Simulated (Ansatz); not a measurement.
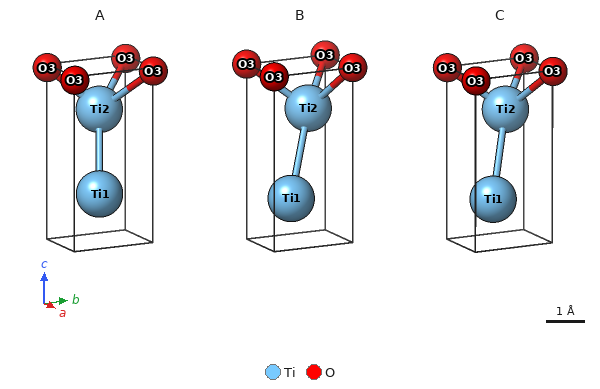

3 geometries from one relaxation of crystalline Ti2O (set up in P1), in shuffled order. The picture is a ball-and-stick view of the cell of the calculation, seen slightly off an axis.

Case: all atoms moved at random, sigma 0.15 Å for each component; relaxed back.

Method: DFT PBEsol, scalar-relativistic, plane waves, PAW (Ansatz). Set-up: plane-wave cutoff 420 eV; k-point mesh 12 × 12 × 8; occupations gaussian; smearing width 0.15 eV; no spin polarisation; cell and atoms relaxed; force threshold 0.01 eV/Å; at most 80 steps.

Q: Order the frames from highest to lowest energy.

A: A, C, B. They are steps 0, 2, 6, at +150 meV per atom, +26.1 meV per atom relative to the last. The largest move relative to the cell is that of Ti1, 0.26 Å roughly along [−1 −3 −1]. By element the largest moves are Ti 0.26 Å, O 0.10 Å. The drawn cell changes at constant volume: a = b unchanged at 2.953 Å, c unchanged at 4.724 Å. Among the contacts that change: Ti1–Ti2 3.409 → 3.011 Å, Ti1–O3 2.365 → 2.109 Å, Ti2–O3 1.877 → 2.109 Å, Ti1–Ti2 (another image) 2.590 → 2.818 Å. Among the angles between lasting bonds that change: Ti1–O3–Ti1 78.6° → 88.9°, Ti1–O3–Ti2 100.3° → 91.1°, Ti1–O3–Ti2 172.8° → 180.0°. The space group (tolerance 0.01 Å) goes from P1 (No. 1) to P-3m1 (No. 164). The energy falls by 150 meV per atom in 5 accepted moves (6 points after the start). The largest force component goes from 2.1 to 0.0054 eV/Å. Pressure: 5.51 GPa at the start and −0.03 GPa at the end. At 1 point the geometry stayed and the basis and grid were re-selected for the new cell (energy shift of less than 0.05 meV per atom at most each time). Cost: 5.4 min on 1 thread of Arm Neoverse V1 (shared host), peak memory 0.7 GiB.
